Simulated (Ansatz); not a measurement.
Single-point calculation of Ga48O72 (part 1 of 2)

Ga48O72 (R-3c, 120 atoms in the cell), computed with DFT, PBEsol, PAW, plane waves (Ansatz 0.2.0).

The structure was built on a prototype by a generator.

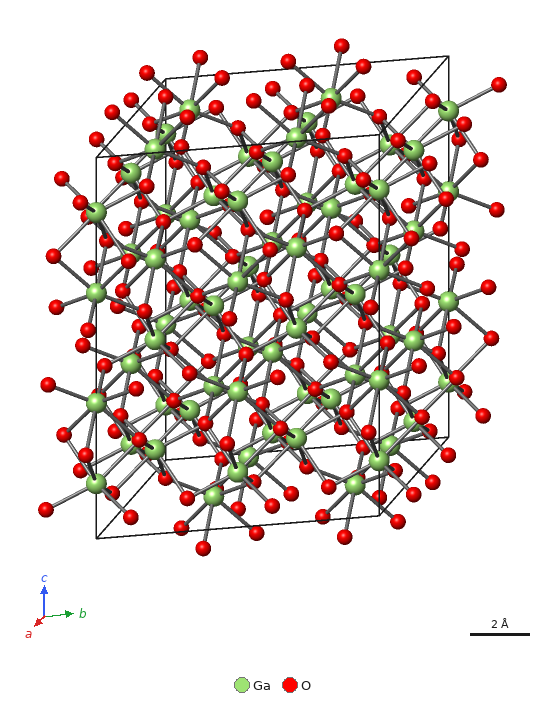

Fig. 1: The structure as given in the input (ball-and-stick view of the cell of the calculation, seen slightly off an axis; bonded neighbours outside the cell are drawn too). Near neighbours in the crystal (not all of them lie inside the picture): Ga has 6 O at 1.93 to 2.08 Å; O has 4 Ga at 1.93 to 2.08 Å.

The input
```yaml
crystal:
  lattice:
    - [10.000462, 0.000000, 0.000000]
    - [-5.000231, 8.660654, 0.000000]
    - [0.000000, 0.000000, 13.448050]
  atoms:
    - { symbol: Ga, position: [0.333333, 0.166667, 0.189046] }
    - { symbol: Ga, position: [0.333333, 0.666667, 0.189046] }
    - { symbol: Ga, position: [0.833333, 0.166667, 0.189046] }
    - { symbol: Ga, position: [0.833333, 0.666667, 0.189046] }
    - { symbol: Ga, position: [0.166667, 0.333333, 0.022380] }
    - { symbol: Ga, position: [0.166667, 0.833333, 0.022380] }
    - { symbol: Ga, position: [0.666667, 0.333333, 0.022380] }
    - { symbol: Ga, position: [0.666667, 0.833333, 0.022380] }
    - { symbol: Ga, position: [0.166667, 0.333333, 0.310954] }
    - { symbol: Ga, position: [0.166667, 0.833333, 0.310954] }
    - { symbol: Ga, position: [0.666667, 0.333333, 0.310954] }
    - { symbol: Ga, position: [0.666667, 0.833333, 0.310954] }
    - { symbol: Ga, position: [0.166667, 0.333333, 0.522379] }
    - { symbol: Ga, position: [0.166667, 0.833333, 0.522379] }
    - { symbol: Ga, position: [0.666667, 0.333333, 0.522379] }
    - { symbol: Ga, position: [0.666667, 0.833333, 0.522379] }
    - { symbol: Ga, position: [0.000000, 0.000000, 0.355713] }
    - { symbol: Ga, position: [0.000000, 0.500000, 0.355713] }
    - { symbol: Ga, position: [0.500000, 0.000000, 0.355713] }
    - { symbol: Ga, position: [0.500000, 0.500000, 0.355713] }
    - { symbol: Ga, position: [0.000000, 0.000000, 0.144287] }
    - { symbol: Ga, position: [0.000000, 0.500000, 0.144287] }
    - { symbol: Ga, position: [0.500000, 0.000000, 0.144287] }
    - { symbol: Ga, position: [0.500000, 0.500000, 0.144287] }
    - { symbol: Ga, position: [0.000000, 0.000000, 0.644287] }
    - { symbol: Ga, position: [0.000000, 0.500000, 0.644287] }
    - { symbol: Ga, position: [0.500000, 0.000000, 0.644287] }
    - { symbol: Ga, position: [0.500000, 0.500000, 0.644287] }
    - { symbol: Ga, position: [0.000000, 0.000000, 0.855713] }
    - { symbol: Ga, position: [0.000000, 0.500000, 0.855713] }
    - { symbol: Ga, position: [0.500000, 0.000000, 0.855713] }
    - { symbol: Ga, position: [0.500000, 0.500000, 0.855713] }
    - { symbol: Ga, position: [0.333333, 0.166667, 0.689046] }
    - { symbol: Ga, position: [0.333333, 0.666667, 0.689046] }
    - { symbol: Ga, position: [0.833333, 0.166667, 0.689046] }
    - { symbol: Ga, position: [0.833333, 0.666667, 0.689046] }
    - { symbol: Ga, position: [0.333333, 0.166667, 0.477621] }
    - { symbol: Ga, position: [0.333333, 0.666667, 0.477621] }
    - { symbol: Ga, position: [0.833333, 0.166667, 0.477621] }
    - { symbol: Ga, position: [0.833333, 0.666667, 0.477621] }
    - { symbol: Ga, position: [0.333333, 0.166667, 0.977621] }
    - { symbol: Ga, position: [0.333333, 0.666667, 0.977621] }
    - { symbol: Ga, position: [0.833333, 0.166667, 0.977621] }
    - { symbol: Ga, position: [0.833333, 0.666667, 0.977621] }
    - { symbol: Ga, position: [0.166667, 0.333333, 0.810954] }
    - { symbol: Ga, position: [0.166667, 0.833333, 0.810954] }
    - { symbol: Ga, position: [0.666667, 0.333333, 0.810954] }
    - { symbol: Ga, position: [0.666667, 0.833333, 0.810954] }
    - { symbol: O, position: [0.151396, 0.000000, 0.250000] }
    - { symbol: O, position: [0.151396, 0.500000, 0.250000] }
    - { symbol: O, position: [0.651396, 0.000000, 0.250000] }
    - { symbol: O, position: [0.651396, 0.500000, 0.250000] }
    - { symbol: O, position: [0.333333, 0.015271, 0.083333] }
    - { symbol: O, position: [0.333333, 0.515271, 0.083333] }
    - { symbol: O, position: [0.833333, 0.015271, 0.083333] }
    - { symbol: O, position: [0.833333, 0.515271, 0.083333] }
    - { symbol: O, position: [0.000000, 0.151396, 0.250000] }
    - { symbol: O, position: [0.000000, 0.651396, 0.250000] }
    - { symbol: O, position: [0.500000, 0.151396, 0.250000] }
    - { symbol: O, position: [0.500000, 0.651396, 0.250000] }
    - { symbol: O, position: [0.348604, 0.348604, 0.250000] }
    - { symbol: O, position: [0.348604, 0.848604, 0.250000] }
    - { symbol: O, position: [0.848604, 0.348604, 0.250000] }
    - { symbol: O, position: [0.848604, 0.848604, 0.250000] }
    - { symbol: O, position: [0.181937, 0.166667, 0.083333] }
    - { symbol: O, position: [0.181937, 0.666667, 0.083333] }
    - { symbol: O, position: [0.681937, 0.166667, 0.083333] }
    - { symbol: O, position: [0.681937, 0.666667, 0.083333] }
    - { symbol: O, position: [0.181937, 0.015271, 0.583333] }
    - { symbol: O, position: [0.181937, 0.515271, 0.583333] }
    - { symbol: O, position: [0.681937, 0.015271, 0.583333] }
    - { symbol: O, position: [0.681937, 0.515271, 0.583333] }
    - { symbol: O, position: [0.166667, 0.181937, 0.416667] }
    - { symbol: O, position: [0.166667, 0.681937, 0.416667] }
    - { symbol: O, position: [0.666667, 0.181937, 0.416667] }
    - { symbol: O, position: [0.666667, 0.681937, 0.416667] }
    - { symbol: O, position: [0.015271, 0.333333, 0.416667] }
    - { symbol: O, position: [0.015271, 0.833333, 0.416667] }
    - { symbol: O, position: [0.515271, 0.333333, 0.416667] }
    - { symbol: O, position: [0.515271, 0.833333, 0.416667] }
    - { symbol: O, position: [0.015271, 0.181937, 0.916667] }
    - { symbol: O, position: [0.015271, 0.681937, 0.916667] }
    - { symbol: O, position: [0.515271, 0.181937, 0.916667] }
    - { symbol: O, position: [0.515271, 0.681937, 0.916667] }
    - { symbol: O, position: [0.000000, 0.348604, 0.750000] }
    - { symbol: O, position: [0.000000, 0.848604, 0.750000] }
    - { symbol: O, position: [0.500000, 0.348604, 0.750000] }
    - { symbol: O, position: [0.500000, 0.848604, 0.750000] }
    - { symbol: O, position: [0.484729, 0.318063, 0.083333] }
    - { symbol: O, position: [0.484729, 0.818063, 0.083333] }
    - { symbol: O, position: [0.984729, 0.318063, 0.083333] }
    - { symbol: O, position: [0.984729, 0.818063, 0.083333] }
    - { symbol: O, position: [0.484729, 0.166667, 0.583333] }
    - { symbol: O, position: [0.484729, 0.666667, 0.583333] }
    - { symbol: O, position: [0.984729, 0.166667, 0.583333] }
    - { symbol: O, position: [0.984729, 0.666667, 0.583333] }
    - { symbol: O, position: [0.333333, 0.318063, 0.583333] }
    - { symbol: O, position: [0.333333, 0.818063, 0.583333] }
    - { symbol: O, position: [0.833333, 0.318063, 0.583333] }
    - { symbol: O, position: [0.833333, 0.818063, 0.583333] }
    - { symbol: O, position: [0.318063, 0.484729, 0.416667] }
    - { symbol: O, position: [0.318063, 0.984729, 0.416667] }
    - { symbol: O, position: [0.818063, 0.484729, 0.416667] }
    - { symbol: O, position: [0.818063, 0.984729, 0.416667] }
    - { symbol: O, position: [0.318063, 0.333333, 0.916667] }
    - { symbol: O, position: [0.318063, 0.833333, 0.916667] }
    - { symbol: O, position: [0.818063, 0.333333, 0.916667] }
    - { symbol: O, position: [0.818063, 0.833333, 0.916667] }
    - { symbol: O, position: [0.348604, 0.000000, 0.750000] }
    - { symbol: O, position: [0.348604, 0.500000, 0.750000] }
    - { symbol: O, position: [0.848604, 0.000000, 0.750000] }
    - { symbol: O, position: [0.848604, 0.500000, 0.750000] }
    - { symbol: O, position: [0.151396, 0.151396, 0.750000] }
    - { symbol: O, position: [0.151396, 0.651396, 0.750000] }
    - { symbol: O, position: [0.651396, 0.151396, 0.750000] }
    - { symbol: O, position: [0.651396, 0.651396, 0.750000] }
    - { symbol: O, position: [0.166667, 0.484729, 0.916667] }
    - { symbol: O, position: [0.166667, 0.984729, 0.916667] }
    - { symbol: O, position: [0.666667, 0.484729, 0.916667] }
    - { symbol: O, position: [0.666667, 0.984729, 0.916667] }
  symmetry: { detect: false }
kpoints:
  mp_grid: { grid: [1, 1, 1], shift: [0.25, 0.25, 0.25] }
hamiltonian:
  xc: pbesol
scf:
  occupations: { method: fermi_dirac, width: 0.01 }
output:
  forces: true
  eigenvalues: true
  stress: true
  populations: true
  eigenstates: { kpoints: [[0.25, 0.25, 0.25]], e_range: [-6.0, 6.0], localisation: true }
```

The program's output
```
Pseudopotentials: kind: paw
Functional definition: PBEsol
  exchange = pbesol_x
  correlation = pbesol_c
Crystal: 120 atoms, lattice volume = 1164.743 Å³
Basis set: ecut = 420 eV, 22761 PW (Γ), exchange–correlation on 144×144×180 points (8 copies of the dense FFT grid, shifted against one another)
Bands: 648, of which v1, the nominal top of the filled ones, is band 528 counted from 1 (527 counted from 0)
Symmetry: 1 space group operations
k-points: 1
Non-local potential: Ga, projectors of the file, l = 0: 2, l = 1: 2, l = 2: 3, l = 3: 1
Non-local potential: O, projectors of the file, l = 0: 2, l = 1: 2, l = 2: 1
PAW form: soft (Blöchl's): semilocal exchange-correlation on the pseudo side does not see the compensation charge
PAW frozen core: Ga, regenerated for the run's functional, and the local potential with it (the file was generated under x = pbe(κ = 0.804, μ = 0.2195149727645171), c = pbe(β = 0.06672455060314922))
PAW frozen core: O, regenerated for the run's functional, and the local potential with it (the file was generated under x = pbe(κ = 0.804, μ = 0.2195149727645171), c = pbe(β = 0.06672455060314922))
PAW one-centre angular grid: Ga, 590 points (default); XC on 64 Gauss nodes
PAW one-centre angular grid: O, 110 points (default); XC on 64 Gauss nodes
Initial density: superposition of atomic densities (neutral atoms: chi_scale 0, normalization atom), corrected by the library's trained network
Initial wavefunctions: pseudopotential atomic-orbital guess
Functional: x = pbesol(κ = 0.804, μ = 0.12345679012345678), c = pbesol(β = 0.046)
SCF iter   1: F=—  HF=-220102.131788 eV  |F-HF|=—  |Δ(HF+E_count)|=         —  Δρ=1.75e-2  dr2=2.70e0  ethr=1.77e-3  ⟨swp⟩=7.0  Hψ=2635  notcnv=0
preconditioner: auto → Resta (q_TF=auto, 2.684 Å⁻¹)  ε∞=4.9  [insulator: Δε(μ)=3.946 eV  Ē_g=17.987 eV  σ=0.010 eV  W_gap=1.00  n_scr=412 (ndim 8)  ℏωp=35.4 eV  f_vac=0.015  D(μ)=0.00/eV (n_scr^D=0)  ε∞_Penn≈4.9]
SCF iter   2: F=—  HF=-220101.338575 eV  |F-HF|=—  |Δ(HF+E_count)|=   7.93e-1  Δρ=2.37e-3  dr2=3.41e-2  ethr=2.55e-4  ⟨swp⟩=2.0  Hψ=932  notcnv=0  defer=116
SCF iter   3: F=—  HF=-220101.340227 eV  |F-HF|=—  |Δ(HF+E_count)|=   1.65e-3  Δρ=1.18e-3  dr2=8.74e-3  ethr=3.23e-6  ⟨swp⟩=2.0  Hψ=992  notcnv=0  defer=116
SCF iter   4: F=—  HF=-220101.344012 eV  |F-HF|=—  |Δ(HF+E_count)|=   3.78e-3  Δρ=4.61e-4  dr2=1.50e-3  ethr=8.28e-7  ⟨swp⟩=2.0  Hψ=860  notcnv=0  defer=116
SCF iter   5: F=—  HF=-220101.338668 eV  |F-HF|=—  |Δ(HF+E_count)|=   5.34e-3  Δρ=9.76e-5  dr2=1.04e-4  ethr=1.42e-7  ⟨swp⟩=2.0  Hψ=864  notcnv=0  defer=116
SCF iter   6: F=—  HF=-220101.342408 eV  |F-HF|=—  |Δ(HF+E_count)|=   3.74e-3  Δρ=2.34e-5  dr2=4.49e-6  ethr=9.87e-9  ⟨swp⟩=2.0  Hψ=1060  notcnv=0  defer=116
SCF iter   7: F=—  HF=-220101.343718 eV  |F-HF|=—  |Δ(HF+E_count)|=   1.31e-3  Δρ=5.02e-6  dr2=2.46e-7  ethr=4.26e-10  ⟨swp⟩=2.0  Hψ=1056  notcnv=0  defer=116
SCF iter   8: F=—  HF=-220101.343718 eV  |F-HF|=—  |Δ(HF+E_count)|=   1.70e-7  Δρ=4.94e-6  dr2=2.25e-7  ethr=9.47e-12  ⟨swp⟩=11.0  Hψ=3346  notcnv=0
SCF iter   9: F=-220101.343718 eV  HF=-220101.343718 eV  |F-HF|=3.32e-9  |Δ(HF+E_count)|=   4.80e-8  Δρ=1.18e-6  dr2=1.41e-8  ethr=9.47e-12  ⟨swp⟩=2.0  Hψ=1804  notcnv=0
SCF 1 converged in 9 iterations: F = -220101.343718 eV  dr2 = 1.41e-8
  greatest PAW one-centre occupation: 0.998 electrons in one spin orbital (limit 2), on the Ga atom at site 38 (counted from 0), in its partial waves of l = 2
NSCF: frozen V_eff on 1 k-points
SCF converged after 9 iterations
Free energy (F): -220101.343718 eV
Harris-Foulkes:  -220101.343718 eV  (|F-HF|=3.32e-9)
Internal energy: -220101.343718 eV  (E = F + TS)
E sigma→0 (E₀):  -220101.343718 eV
Fermi energy:    10.988264 eV
--- Per-component energies (eV) ---
  E_band       = -66.332615
  E_kinetic    = 18226.716938
  E_local      = -102347.875475  (includes V_loc(G=0)·N_el)
  E_nonlocal   = 24346.939595
  E_hartree    = 46151.733530
  E_xc         = -8467.356241
  E_vxc        = -9457.361685  (∫ρ·V_xc dr)
  E_paw        = -105035.513792  (= ΣΔE_a)
  E_vpaw       = -23138.413027  (= ΣTr[D̂ρ^β])
  E_aug_tail   = 0.173934  (compensation charges beyond the density's cutoff)
  E_ewald      = -93020.125873
  E_core_change = 43.963665  (= ΣΔE_core)
  E_smearing   = -0.000000  (= −TS)
  E_closure    = -0.000000  (closes the sum)
  Σ components = -220101.343718   (vs F -220101.343718, Δ=0.00e0)
```
